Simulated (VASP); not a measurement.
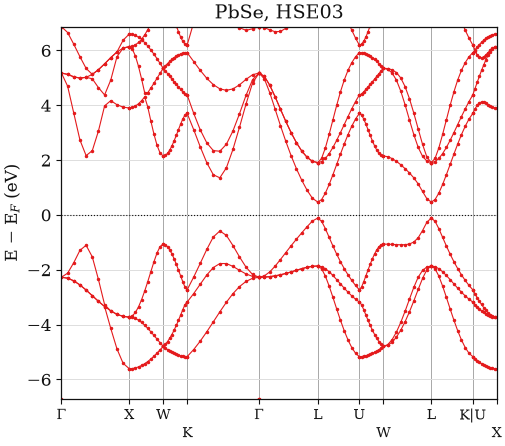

Band structure. Energies are counted from the Fermi level.

System: rocksalt PbSe, space group Fm-3m (No. 225), 2 atoms in the primitive cell; cubic a = 6.121 Å.

Computed with VASP 6.6.1: HSE03, VASP PAW PBE potentials, release 64 (Pb_d, Se), no spin polarisation, no spin-orbit coupling, 6×6×6 k mesh, 520 eV cutoff.

Q: What does the band structure say about the gap?

A: The material is gapped. The gap along this path is 0.58 eV and direct: both edges lie at L.

Q: How many bands meet at the valence-band top?

A: The top valence level at L is a single band, not degenerate (spin aside).

Q: How much do the top valence band and the lowest conduction band disperse along the path?

A: The top valence band spans 3.6 eV and the lowest conduction band 4.7 eV.

Q: What are the direct gaps at W, K and X?

A: The direct gaps are 3.21 eV at W, 6.43 eV at K and 7.63 eV at X.

The PAW data sets were made with another functional. Spin-orbit coupling is left out, which matters for Pb and Se and can close so small a gap.
